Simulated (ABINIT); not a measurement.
## Ta: geometry relaxation (part 2 of 2)

Ta (Im-3m, 1 atom in the cell); Kohn-Sham DFT of a periodic cell, PBEsol, PseudoDojo NC SR PBEsol v0.4.1 standard, no spin polarisation (ABINIT 10.8.3); cutoff 789.13 eV, 8×8×8 k-mesh, fermi-dirac of 0.05 eV. The structure derives from an entry of the Crystallography Open Database.

Geometry of the input (Å; fractional positions):
```
-1.6513  1.6513  1.6513
1.6513  -1.6513  1.6513
1.6513  1.6513  -1.6513
Ta 0.0000  0.0000  0.0000
```

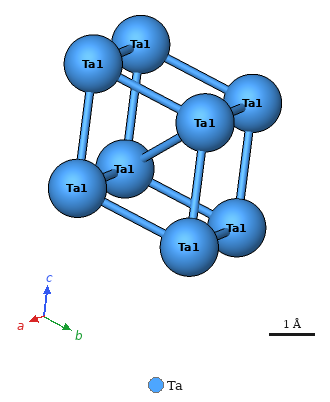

Figure 1. The geometry at step 2 of the log (ball-and-stick view of the cell of the calculation, seen slightly off an axis; atoms are numbered from 1 in the order of the input).

Output, continued
```
 Cartesian coordinates (xcart) [bohr]
  0.00000000000000E+00  0.00000000000000E+00  0.00000000000000E+00
 Reduced coordinates (xred)
  0.00000000000000E+00  0.00000000000000E+00  0.00000000000000E+00
 Cartesian forces (fcart) [Ha/bohr]; max,rms= 0.00000E+00 0.00000E+00 (free atoms)
 -0.00000000000000E+00 -0.00000000000000E+00 -0.00000000000000E+00
 Gradient of E wrt nuclear positions in reduced coordinates (gred)
 -0.00000000000000E+00 -0.00000000000000E+00 -0.00000000000000E+00
 Scale of Primitive Cell (acell) [bohr]
  5.37350988138330E+00  5.37350988138330E+00  5.37350988138330E+00
 Real space primitive translations (rprimd) [bohr]
 -3.10239737650976E+00  3.10239737650976E+00  3.10239737650976E+00
  3.10239737650976E+00 -3.10239737650976E+00  3.10239737650976E+00
  3.10239737650976E+00  3.10239737650976E+00 -3.10239737650976E+00
 Unitary Cell Volume (ucvol) [Bohr^3]=  1.19440679318026E+02
 Angles (23,13,12)= [degrees]
  1.09471220634491E+02  1.09471220634491E+02  1.09471220634491E+02
 Lengths [Bohr]
  5.37350988138330E+00  5.37350988138330E+00  5.37350988138330E+00
 Stress tensor in cartesian coordinates (strten) [Ha/bohr^3]
  7.35858527107260E-05  0.00000000000000E+00  0.00000000000000E+00
  0.00000000000000E+00  7.35858527107294E-05  0.00000000000000E+00
  0.00000000000000E+00  0.00000000000000E+00  7.35858527107260E-05
 Total energy (etotal) [Ha]= -6.50827947336605E+01

 Difference of energy with previous step (new-old):
           Absolute (Ha)=-2.81877E-04
           Relative     =-4.33105E-06

--- Iteration: ( 3/50) Internal Cycle: (1/1)
--------------------------------------------------------------------------------

---SELF-CONSISTENT-FIELD CONVERGENCE--------------------------------------------

--- !BeginCycle
iteration_state: {dtset: 1, itime: 3, icycle: 1, }
solver: {iscf: 7, nstep: 80, nline: 4, wfoptalg: 0, }
tolerances: {tolvrs: 1.00E-12, }
...

     iter   Etot(hartree)      deltaE(h)  residm     vres2
 ETOT  1  -65.082633391746    -6.508E+01 1.364E-05 1.190E+00
 ETOT  2  -65.082831920274    -1.985E-04 1.017E-05 3.536E-02
 ETOT  3  -65.082839114397    -7.194E-06 4.235E-06 1.992E-04
 ETOT  4  -65.082839145233    -3.084E-08 7.032E-06 4.775E-07
 ETOT  5  -65.082839145299    -6.517E-11 3.289E-06 9.277E-10
 ETOT  6  -65.082839145298     5.969E-13 5.838E-06 1.560E-12
 ETOT  7  -65.082839145299    -9.521E-13 2.806E-06 2.661E-15

 At SCF step    7       vres2   =  2.66E-15 < tolvrs=  1.00E-12 =>converged.

 Cartesian components of stress tensor (hartree/bohr^3)
  sigma(1 1)= -2.99931195E-06  sigma(3 2)=  0.00000000E+00
  sigma(2 2)= -2.99931195E-06  sigma(3 1)=  0.00000000E+00
  sigma(3 3)= -2.99931195E-06  sigma(2 1)=  0.00000000E+00

--- !ResultsGS
iteration_state: {dtset: 1, itime: 3, icycle: 1, }
comment   : Summary of ground state results
lattice_vectors:
- [ -3.0915720,   3.0915720,   3.0915720, ]
- [  3.0915720,  -3.0915720,   3.0915720, ]
- [  3.0915720,   3.0915720,  -3.0915720, ]
lattice_lengths: [   5.35476,    5.35476,    5.35476, ]
lattice_angles: [109.471, 109.471, 109.471, ] # degrees, (23, 13, 12)
lattice_volume:   1.1819472E+02
convergence: {deltae: -9.521E-13, res2:  2.661E-15, residm:  2.806E-06, diffor: null, }
etotal    :  -6.50828391E+01
entropy   :   0.00000000E+00
fermie    :   5.09617400E-01
cartesian_stress_tensor: # hartree/bohr^3
- [ -2.99931195E-06,   0.00000000E+00,   0.00000000E+00, ]
- [  0.00000000E+00,  -2.99931195E-06,   0.00000000E+00, ]
- [  0.00000000E+00,   0.00000000E+00,  -2.99931195E-06, ]
pressure_GPa:   8.8243E-02
xred      :
- [  0.0000E+00,   0.0000E+00,   0.0000E+00, Ta]
cartesian_forces: # hartree/bohr
- [ -0.00000000E+00,  -0.00000000E+00,  -0.00000000E+00, ]
force_length_stats: {min:   0.00000000E+00, max:   0.00000000E+00, mean:   0.00000000E+00, }
...

 Integrated electronic density in atomic spheres:
 ------------------------------------------------
 Atom  Sphere_radius  Integrated_density
    1        2.00000          9.31796128

---OUTPUT-----------------------------------------------------------------------

 Cartesian coordinates (xcart) [bohr]
  0.00000000000000E+00  0.00000000000000E+00  0.00000000000000E+00
 Reduced coordinates (xred)
  0.00000000000000E+00  0.00000000000000E+00  0.00000000000000E+00
 Cartesian forces (fcart) [Ha/bohr]; max,rms= 0.00000E+00 0.00000E+00 (free atoms)
 -0.00000000000000E+00 -0.00000000000000E+00 -0.00000000000000E+00
 Gradient of E wrt nuclear positions in reduced coordinates (gred)
 -0.00000000000000E+00 -0.00000000000000E+00 -0.00000000000000E+00
 Scale of Primitive Cell (acell) [bohr]
  5.35475980213665E+00  5.35475980213665E+00  5.35475980213665E+00
 Real space primitive translations (rprimd) [bohr]
 -3.09157201320938E+00  3.09157201320938E+00  3.09157201320938E+00
  3.09157201320938E+00 -3.09157201320938E+00  3.09157201320938E+00
  3.09157201320938E+00  3.09157201320938E+00 -3.09157201320938E+00
 Unitary Cell Volume (ucvol) [Bohr^3]=  1.18194724520476E+02
 Angles (23,13,12)= [degrees]
  1.09471220634491E+02  1.09471220634491E+02  1.09471220634491E+02
 Lengths [Bohr]
  5.35475980213665E+00  5.35475980213665E+00  5.35475980213665E+00
 Stress tensor in cartesian coordinates (strten) [Ha/bohr^3]
 -2.99931194693015E-06  0.00000000000000E+00  0.00000000000000E+00
  0.00000000000000E+00 -2.99931194693015E-06  0.00000000000000E+00
  0.00000000000000E+00  0.00000000000000E+00 -2.99931194692668E-06
 Total energy (etotal) [Ha]= -6.50828391452990E+01

 Difference of energy with previous step (new-old):
           Absolute (Ha)=-4.44116E-05
           Relative     =-6.82387E-07

--- Iteration: ( 4/50) Internal Cycle: (1/1)
--------------------------------------------------------------------------------

---SELF-CONSISTENT-FIELD CONVERGENCE--------------------------------------------

--- !BeginCycle
iteration_state: {dtset: 1, itime: 4, icycle: 1, }
solver: {iscf: 7, nstep: 80, nline: 4, wfoptalg: 0, }
tolerances: {tolvrs: 1.00E-12, }
...

     iter   Etot(hartree)      deltaE(h)  residm     vres2
 ETOT  1  -65.082838907173    -6.508E+01 2.431E-06 1.793E-03
 ETOT  2  -65.082839206068    -2.989E-07 2.406E-06 5.291E-05
 ETOT  3  -65.082839216833    -1.076E-08 3.375E-06 3.026E-07
 ETOT  4  -65.082839216879    -4.643E-11 1.974E-06 7.151E-10
 ETOT  5  -65.082839216879    -2.984E-13 2.830E-06 1.398E-12
 ETOT  6  -65.082839216880    -8.527E-14 1.667E-06 2.357E-15

 At SCF step    6       vres2   =  2.36E-15 < tolvrs=  1.00E-12 =>converged.

 Cartesian components of stress tensor (hartree/bohr^3)
  sigma(1 1)=  3.97385612E-08  sigma(3 2)=  0.00000000E+00
  sigma(2 2)=  3.97385612E-08  sigma(3 1)=  0.00000000E+00
  sigma(3 3)=  3.97385612E-08  sigma(2 1)=  0.00000000E+00

--- !ResultsGS
iteration_state: {dtset: 1, itime: 4, icycle: 1, }
comment   : Summary of ground state results
lattice_vectors:
- [ -3.0919917,   3.0919917,   3.0919917, ]
- [  3.0919917,  -3.0919917,   3.0919917, ]
- [  3.0919917,   3.0919917,  -3.0919917, ]
lattice_lengths: [   5.35549,    5.35549,    5.35549, ]
lattice_angles: [109.471, 109.471, 109.471, ] # degrees, (23, 13, 12)
lattice_volume:   1.1824287E+02
convergence: {deltae: -8.527E-14, res2:  2.357E-15, residm:  1.667E-06, diffor: null, }
etotal    :  -6.50828392E+01
entropy   :   0.00000000E+00
fermie    :   5.09386712E-01
cartesian_stress_tensor: # hartree/bohr^3
- [  3.97385612E-08,   0.00000000E+00,   0.00000000E+00, ]
- [  0.00000000E+00,   3.97385612E-08,   0.00000000E+00, ]
- [  0.00000000E+00,   0.00000000E+00,   3.97385612E-08, ]
pressure_GPa:  -1.1691E-03
xred      :
- [  0.0000E+00,   0.0000E+00,   0.0000E+00, Ta]
cartesian_forces: # hartree/bohr
- [ -0.00000000E+00,  -0.00000000E+00,  -0.00000000E+00, ]
force_length_stats: {min:   0.00000000E+00, max:   0.00000000E+00, mean:   0.00000000E+00, }
...

 Integrated electronic density in atomic spheres:
 ------------------------------------------------
 Atom  Sphere_radius  Integrated_density
    1        2.00000          9.31860665

---OUTPUT-----------------------------------------------------------------------

 Cartesian coordinates (xcart) [bohr]
  0.00000000000000E+00  0.00000000000000E+00  0.00000000000000E+00
 Reduced coordinates (xred)
  0.00000000000000E+00  0.00000000000000E+00  0.00000000000000E+00
 Cartesian forces (fcart) [Ha/bohr]; max,rms= 0.00000E+00 0.00000E+00 (free atoms)
 -0.00000000000000E+00 -0.00000000000000E+00 -0.00000000000000E+00
 Gradient of E wrt nuclear positions in reduced coordinates (gred)
 -0.00000000000000E+00 -0.00000000000000E+00 -0.00000000000000E+00
 Scale of Primitive Cell (acell) [bohr]
  5.35548675019751E+00  5.35548675019751E+00  5.35548675019751E+00
 Real space primitive translations (rprimd) [bohr]
 -3.09199171686801E+00  3.09199171686801E+00  3.09199171686801E+00
  3.09199171686801E+00 -3.09199171686801E+00  3.09199171686801E+00
  3.09199171686801E+00  3.09199171686801E+00 -3.09199171686801E+00
 Unitary Cell Volume (ucvol) [Bohr^3]=  1.18242868467523E+02
 Angles (23,13,12)= [degrees]
  1.09471220634491E+02  1.09471220634491E+02  1.09471220634491E+02
 Lengths [Bohr]
  5.35548675019751E+00  5.35548675019751E+00  5.35548675019751E+00
 Stress tensor in cartesian coordinates (strten) [Ha/bohr^3]
  3.97385612020684E-08  0.00000000000000E+00  0.00000000000000E+00
  0.00000000000000E+00  3.97385611985990E-08  0.00000000000000E+00
  0.00000000000000E+00  0.00000000000000E+00  3.97385611985990E-08
 Total energy (etotal) [Ha]= -6.50828392168796E+01

 Difference of energy with previous step (new-old):
           Absolute (Ha)=-7.15806E-08
           Relative     =-1.09984E-09

 At Broyd/MD step   4, gradients are converged :
  max grad (force/stress) = 3.9739E-06 < tolmxf= 2.0000E-05 ha/bohr (free atoms)

================================================================================

 ----iterations are completed or convergence reached----

 Mean square residual over all n,k,spin=   52.254E-10; max=  16.669E-07
 reduced coordinates (array xred) for    1 atoms
       0.000000000000      0.000000000000      0.000000000000
 rms dE/dt=  0.0000E+00; max dE/dt=  0.0000E+00; dE/dt below (all hartree)
    1       0.000000000000      0.000000000000      0.000000000000

 cartesian coordinates (angstrom) at end:
    1      0.00000000000000     0.00000000000000     0.00000000000000

 cartesian forces (hartree/bohr) at end:
    1     -0.00000000000000    -0.00000000000000    -0.00000000000000
 frms,max,avg= 0.0000000E+00 0.0000000E+00   0.000E+00  0.000E+00  0.000E+00 h/b

 cartesian forces (eV/Angstrom) at end:
    1     -0.00000000000000    -0.00000000000000    -0.00000000000000
 frms,max,avg= 0.0000000E+00 0.0000000E+00   0.000E+00  0.000E+00  0.000E+00 e/A
 length scales=  5.355486750198  5.355486750198  5.355486750198 bohr
              =  2.834001539575  2.834001539575  2.834001539575 angstroms
 Fermi (or HOMO) energy (hartree) =   0.50939   Average Vxc (hartree)=  -0.49229
 Eigenvalues (hartree) for nkpt=  29  k points:
 kpt#   1, nband= 11, wtk=  0.00195, kpt=  0.0000  0.0000  0.0000 (reduced coord)
  -1.95312   -0.69890   -0.69890   -0.69890    0.21492    0.53662    0.53662    0.53662
   0.66042    0.66042    1.05079
      occupation numbers for kpt#   1
   2.00000    2.00000    2.00000    2.00000    2.00000    0.00000    0.00000    0.00000
   0.00000    0.00000    0.00000
 prteigrs : prtvol=0 or 1, do not print more k-points.

--- !EnergyTerms
iteration_state     : {dtset: 1, itime: 4, icycle: 1, }
comment             : Components of total free energy in Hartree
kinetic             :  1.72049076601763E+01
hartree             :  7.17126215487847E+00
xc                  : -1.47215849816857E+01
Ewald energy        : -4.97276924782691E+01
psp_core            :  2.38662579999487E+00
local_psp           : -3.19416211933665E+01
non_local_psp       :  4.54550002284627E+00
internal            : -6.50826030154254E+01
'-kT*entropy'       : -2.36201454197056E-04
total_energy        : -6.50828392168796E+01
total_energy_eV     : -1.77099427591559E+03
band_energy         : -6.06256874570460E+00
...

 Cartesian components of stress tensor (hartree/bohr^3)
  sigma(1 1)=  3.97385612E-08  sigma(3 2)=  0.00000000E+00
  sigma(2 2)=  3.97385612E-08  sigma(3 1)=  0.00000000E+00
  sigma(3 3)=  3.97385612E-08  sigma(2 1)=  0.00000000E+00

-Cartesian components of stress tensor (GPa)         [Pressure= -1.1691E-03 GPa]
- sigma(1 1)=  1.16914884E-03  sigma(3 2)=  0.00000000E+00
- sigma(2 2)=  1.16914884E-03  sigma(3 1)=  0.00000000E+00
- sigma(3 3)=  1.16914884E-03  sigma(2 1)=  0.00000000E+00

== END DATASET(S) ==============================================================
================================================================================

 -outvars: echo values of variables after computation  --------
            acell      5.3554867502E+00  5.3554867502E+00  5.3554867502E+00 Bohr
           etotal     -6.5082839217E+01
            fcart     -0.0000000000E+00 -0.0000000000E+00 -0.0000000000E+00
            rprim     -5.7735026919E-01  5.7735026919E-01  5.7735026919E-01
                       5.7735026919E-01 -5.7735026919E-01  5.7735026919E-01
                       5.7735026919E-01  5.7735026919E-01 -5.7735026919E-01
           strten      3.9738561202E-08  3.9738561199E-08  3.9738561199E-08
                       0.0000000000E+00  0.0000000000E+00  0.0000000000E+00
 Calculation completed.
```

Trajectory as extended XYZ (Å, eV, eV/Å), 4 frames, from step=0 to step=3
```
1
Lattice="-1.6513 1.6513 1.6513 1.6513 -1.6513 1.6513 1.6513 1.6513 -1.6513" Properties=species:S:1:pos:R:3:forces:R:3 step=0 energy=-1770.98539
Ta    0.0000    0.0000    0.0000    0.0000   0.0000   0.0000
1
Lattice="-1.6417 1.6417 1.6417 1.6417 -1.6417 1.6417 1.6417 1.6417 -1.6417" Properties=species:S:1:pos:R:3:forces:R:3 step=1 energy=-1770.99306
Ta    0.0000    0.0000    0.0000    0.0000   0.0000   0.0000
1
Lattice="-1.6360 1.6360 1.6360 1.6360 -1.6360 1.6360 1.6360 1.6360 -1.6360" Properties=species:S:1:pos:R:3:forces:R:3 step=2 energy=-1770.99427
Ta    0.0000    0.0000    0.0000    0.0000   0.0000   0.0000
1
Lattice="-1.6362 1.6362 1.6362 1.6362 -1.6362 1.6362 1.6362 1.6362 -1.6362" Properties=species:S:1:pos:R:3:forces:R:3 step=3 energy=-1770.99428
Ta    0.0000    0.0000    0.0000    0.0000   0.0000   0.0000
```

Key numbers

```csv
quantity,value
outcome,converged
space group (tolerance 0.01 Å),Im-3m (229)
electrons treated,13
free energy,−1770.9943 eV
Fermi energy,13.861 eV
gap on the k-point mesh,none (metallic)
pressure,0.00 GPa
final volume,17.52 Å³
largest force (length of the vector) at the end,under 0.001 eV/Å
final cell,"a = 2.834 Å, b = 2.834 Å, c = 2.834 Å, α = 109.47°, β = 109.47°, γ = 109.47°"
wall time,25 s
peak memory,0.07 GiB
```

Remarks

Spin–orbit coupling is left out, which matters for Ta.
